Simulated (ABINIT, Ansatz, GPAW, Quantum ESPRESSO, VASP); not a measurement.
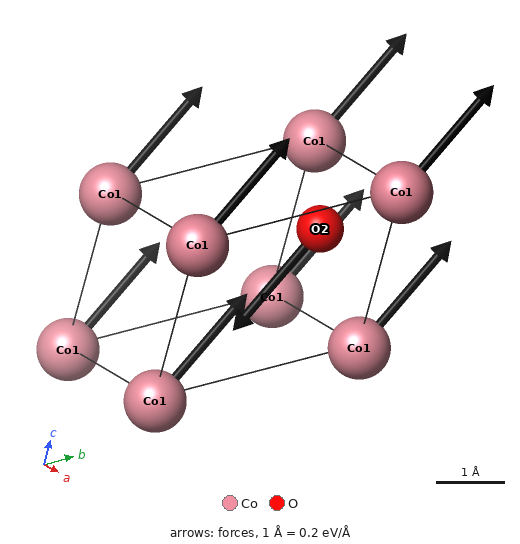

CoO (2 atoms) with its atoms moved off their places at random, by some hundredths of an ångström. The arrows are the forces from Ansatz (Ansatz PAW). The parent cell is a structure listed in the Materials Project. It needn't be the stable form of this composition.

```
Co O
1.0
     1.60222    0.92504    2.56647
    -1.60222    0.92504    2.56647
     0.00000   -1.85008    2.56647
Co O
1 1
Direct
  0.01272 0.00224 0.98224
  0.74686 0.76643 0.74039
```

The same cell was run in five programs or potential sets. Alike in all runs: functional PBE; k mesh 10 × 10 × 10 on the run's cell of 2 atoms; occupations fermi-dirac, width 0.05 eV; collinear spin, ferromagnetic start; no spin-orbit coupling. The table gives the Cartesian components of the force on Co1; with the net force removed, that on O2 is equal and opposite.

| program | Fx on Co1 (eV/Å) | Fy on Co1 (eV/Å) | Fz on Co1 (eV/Å) |
| --- | --- | --- | --- |
| Ansatz (Ansatz PAW) | -0.213 | -0.094 | 0.238 |
| Quantum ESPRESSO (SSSP 1.3 efficiency) | -0.182 | -0.081 | 0.240 |
| VASP (PBE potentials, release 64 Co, O) | -0.223 | -0.097 | 0.242 |
| GPAW (PAW data 1.2.1) | ? | ? | ? |
| ABINIT (JTH PAW PBE v2.0) | -0.212 | -0.093 | 0.240 |

### Estimate the row of GPAW (PAW data 1.2.1).

(-0.238, -0.105, 0.266) eV/Å on Co1. The medians of the other rows are -0.213, -0.093, 0.240 eV/Å.

### How well do the programs agree?

The size of the force spans 0.312 to 0.373 eV/Å. Against the median force vectors, the rows deviate by 0.010 eV/Å rms as a rule and by 0.038 eV/Å at most. With one functional throughout, the spread comes from potentials, basis sets and numerical settings, or from slightly different magnetic solutions. Deviations count direction as well as size. That of GPAW (PAW data 1.2.1) is beyond the usual scatter and wasn't traced; a different electronic state or unconverged settings could lie behind it.

Caveat: a cell with one magnetic atom can't hold antiferromagnetic order, which such compounds often take.
